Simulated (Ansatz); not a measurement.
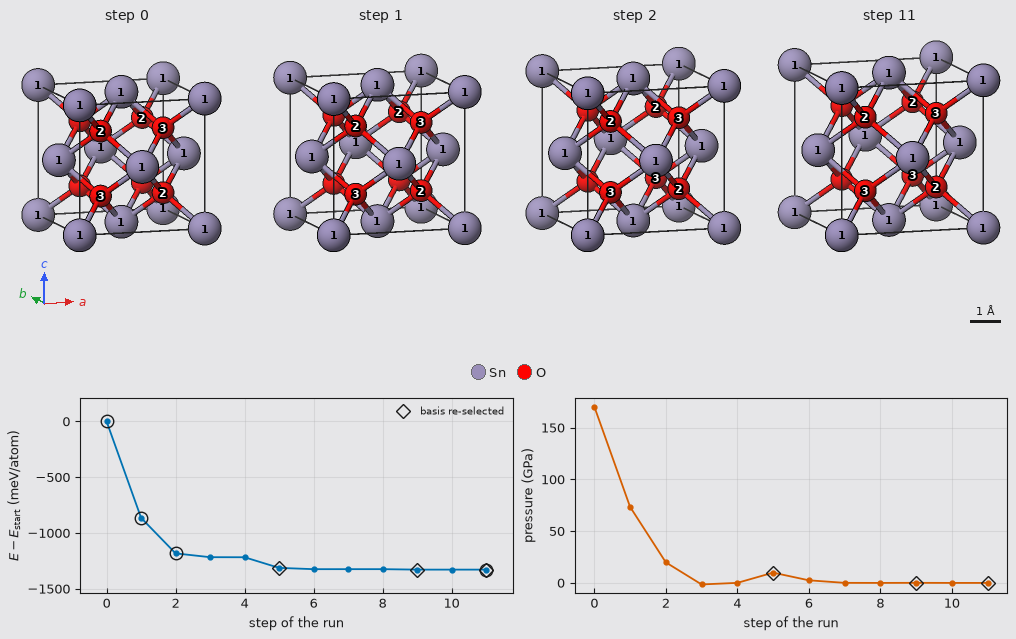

Frames of a relaxation of solid SnO2 (built on the cubic fluorite host type), marked on the history of the run. A ball-and-stick model of the conventional cell (4 times the calculation's cell), seen slightly off an axis. Lengths and directions refer to the drawn axes.

The calculation used DFT, PBE, plane waves, PAW (Ansatz). (plane-wave cutoff 420 eV; k-point mesh 8 × 8 × 8; occupations fermi dirac; smearing width 0.02 eV; no spin polarisation; cell and atoms relaxed; force threshold 0.005 eV/Å)

> Describe the path.

The energy falls by 1328 meV per atom in 8 accepted moves (11 points after the start). All forces vanish by symmetry, so only the cell relaxes. Pressure: 170.39 GPa at the start and 0.00 GPa at the end. The SCF was repeated 3 times at an unchanged geometry on a basis and grid sized afresh for the cell, which shifted the energy by 95.2 meV per atom at most. No atom moves by more than 0.005 Å relative to the cell. Cell: a = b = c 4.538 → 5.144 Å (+13.4 %). Volume +45.7 %. Some distances before and after: Sn1–O2 1.965 → 2.228 Å. The space group stays Fm-3m (No. 225). The run took 7.3 s on 2 threads of AMD EPYC 7R13 Processor (Zen 3), on a shared host, peak memory 0.34 GiB. From step 0 to 1: volume +15.3 %, energy −864 meV per atom. From step 1 to 2: volume +13.1 %, energy −318 meV per atom. From step 2 to 11: volume +11.6 %, energy −145 meV per atom.

| step | E − E(0), meV/atom | pressure, GPa | volume, Å³/atom | note |
| --- | --- | --- | --- | --- |
| 0 | 0.00 | 170.39 | 7.788 |  |
| 1 | -863.81 | 73.52 | 8.984 |  |
| 2 | -1182.24 | 19.86 | 10.163 |  |
| 3 | -1216.30 | -1.48 | 10.869 |  |
| 4 | -1216.89 | 0.04 | 10.812 |  |
| 5 | -1312.07 | 9.91 | 10.812 | same geometry, new basis |
| 6 | -1323.71 | 2.52 | 11.194 |  |
| 7 | -1323.63 | 0.06 | 11.337 |  |
| 8 | -1323.60 | 0.00 | 11.340 |  |
| 9 | -1327.76 | 0.08 | 11.340 | same geometry, new basis |
| 10 | -1327.73 | 0.00 | 11.345 |  |
| 11 | -1327.73 | 0.00 | 11.345 | same geometry, new basis |
